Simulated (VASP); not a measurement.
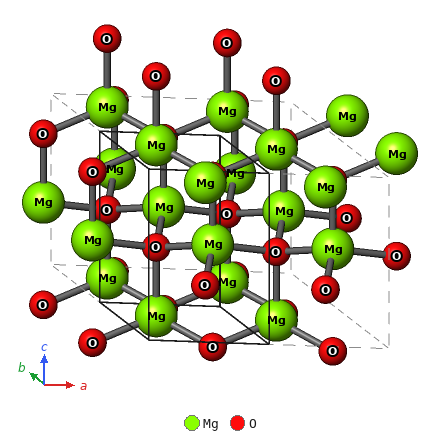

MgO (space group P6_3mc, No. 186): a cell listed in the Materials Project, as set up for an electronic-structure calculation.

Bonds are taken as Mg–O below 2.2 Å. The graph is simplified in the usual way: terminal and isolated atoms are pruned, two-connected atoms become edges.

### What kind of net remains, and which atoms are its nodes?

A uninodal 4-connected, three-periodic net: Mg and O are 4-connected nodes.

### Name the underlying net.

It is the lon net, known from lonsdaleite, wurtzite and tridymite.

### Is the net interpenetrated?

It is a single net, without interpenetration.

### Give the point symbol of each node (shortest cycle at each angle).

Mg and O: 6^6.

### Give the first four terms of the coordination sequence (nodes one, two, three … edges away).

Mg and O: 4, 12, 25, 44.
